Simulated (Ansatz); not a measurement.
The Ansatz input:

```
crystal:
  lattice:
    - [3.3326641206, 0.0, 0.0]
    - [-1.6663320603, 2.8861717907, 0.0]
    - [0.0, 0.0, 13.2801879168]
  atoms:
    - { symbol: W, position: [0.3333333333, 0.6666666667, 0.25] }
    - { symbol: W, position: [0.6666666667, 0.3333333333, 0.75] }
    - { symbol: Se, position: [0.6666666667, 0.3333333333, 0.3746484132] }
    - { symbol: Se, position: [0.6666666667, 0.3333333333, 0.1253515868] }
    - { symbol: Se, position: [0.3333333333, 0.6666666667, 0.8746484132] }
    - { symbol: Se, position: [0.3333333333, 0.6666666667, 0.6253515868] }
kpoints:
  mp_grid: { grid: [12, 12, 2] }
  band_path:
    path:
      - [0.0, 0.0, 0.0]
      - [0.5, 0.0, 0.0]
      - [0.3333333333, 0.3333333333, 0.0]
      - [0.0, 0.0, 0.5]
      - [0.5, 0.0, 0.5]
      - [0.3333333333, 0.3333333333, 0.5]
      - [0.179687, 0.179688, 0.0]
    npoints: 1
hamiltonian:
  xc: r2scan
scf:
  occupations: { method: fixed }
  n_extra_bands: 5
output:
  forces: true
  stress: true
  eigenvalues: true
```

Launched with:
```bash
ansatz run input.yaml --threads 2 --pin off --max-ram 29491MiB --backend cpu --events-out ev --progress --plain --runs-dir out
```

Predict the main features of the density of states.

There is a gap; over the k points computed it is 1.20 eV (indirect; the smallest direct gap is 1.50 eV). Within the window shown, the tallest peak of the filled states lies 2.4 eV under the valence-band top, at about 8.7 states per eV and cell.

Spin-orbit coupling is left out, which matters for W.

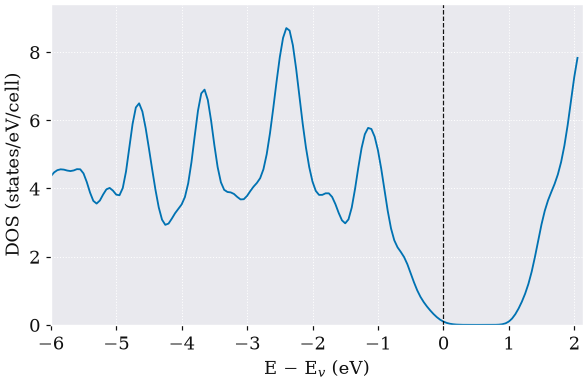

Density of states. Energies are counted from the top of the valence band. The curve is built from the levels of the k mesh with Gaussians 0.3 eV wide, which also blur the band edges.
